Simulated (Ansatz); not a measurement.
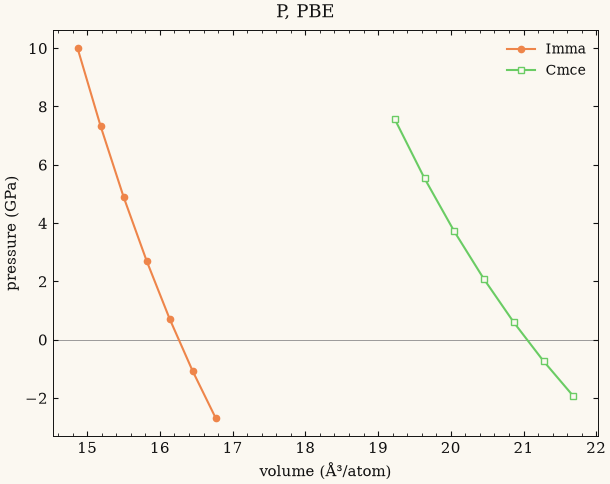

Plotted: pressure against volume, with one curve for each structure, for P.

How it was computed, with Ansatz 0.2.0: plane-wave DFT, no spin polarisation; energies at scaled volumes of the given cell, shape and fractions fixed, counted from the fit's minimum, third-order Birch-Murnaghan fit. Level: PBE.

occupations Fermi–Dirac; smearing width 0.05 eV.

Settings that differ: Imma: density cutoff 1680 eV, wave cutoff 420 eV, k mesh 11×11×11, potentials Ansatz PAW; Cmce: density cutoff 2390 eV, wave cutoff 599 eV, k mesh 8×8×6, potentials PseudoDojo stringent.

Give the values behind the plot as a table.

Imma:
| volume (Å³/atom) | pressure (GPa) |
| --- | --- |
| 14.87 | 9.99 |
| 15.18 | 7.32 |
| 15.50 | 4.89 |
| 15.82 | 2.70 |
| 16.13 | 0.71 |
| 16.45 | −1.08 |
| 16.77 | −2.69 |

Cmce:
| volume (Å³/atom) | pressure (GPa) |
| --- | --- |
| 19.23 | 7.56 |
| 19.64 | 5.53 |
| 20.05 | 3.71 |
| 20.46 | 2.07 |
| 20.87 | 0.59 |
| 21.28 | −0.74 |
| 21.69 | −1.94 |

Limits of the calculation: shape and atomic fractions are frozen while scaling, which makes layered, chain and framework solids too stiff.
